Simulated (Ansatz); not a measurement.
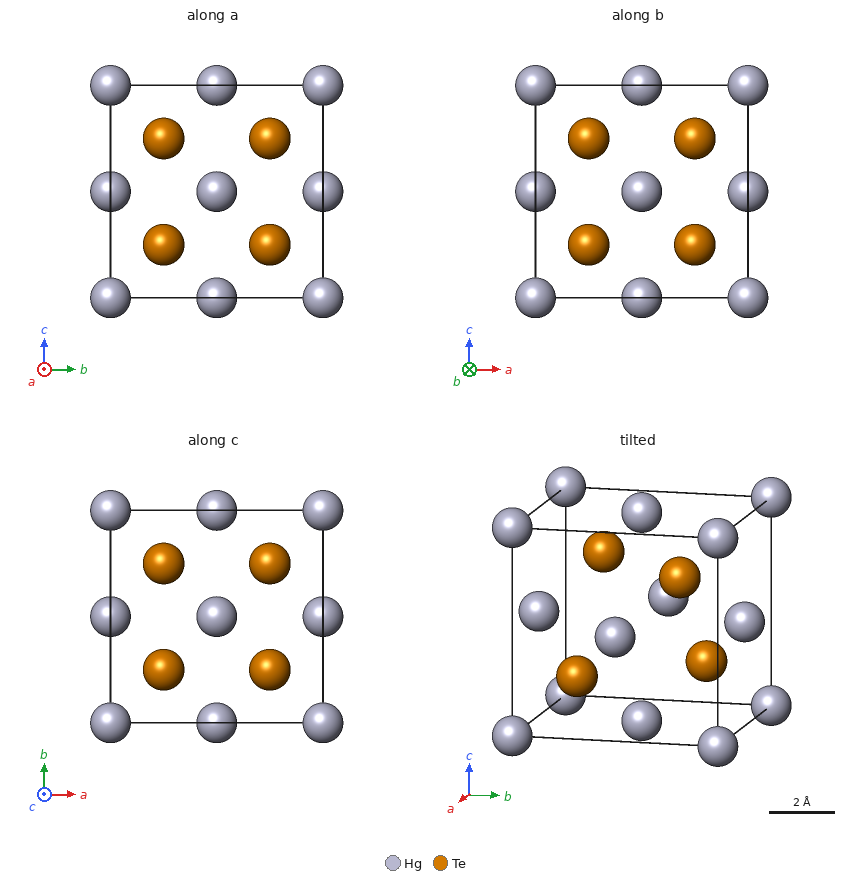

Spheres-only drawing of the structure, looking along the a axis, along the b axis, along the c axis and slightly off an axis. The lines enclose the conventional unit cell; boundary atoms appear with their images.

Lattice parameters: a = 6.6112 Å, b = 6.6112 Å, c = 6.6112 Å, α = 90.000°, β = 90.000°, γ = 90.000°.

### Give the structure in the form of a CIF with its space group and independent sites.

```cif
data_structure
_symmetry_space_group_name_H-M 'F -4 3 m'
_symmetry_Int_Tables_number 216
_cell_length_a 6.6112
_cell_length_b 6.6112
_cell_length_c 6.6112
_cell_angle_alpha 90.000
_cell_angle_beta 90.000
_cell_angle_gamma 90.000
_cell_volume 288.96
loop_
_atom_site_label
_atom_site_type_symbol
_atom_site_symmetry_multiplicity
_atom_site_Wyckoff_symbol
_atom_site_fract_x
_atom_site_fract_y
_atom_site_fract_z
_atom_site_occupancy
Hg1 Hg 4 a 0.0000 0.0000 0.0000 1
Te1 Te 4 d 0.2500 0.2500 0.7500 1
```

The structure was taken from a structure type filled with these elements by a generator (whether the compound takes this form wasn't checked). The cell was then strained or its atoms displaced on purpose. Ansatz was used for an electronic-structure calculation on it.
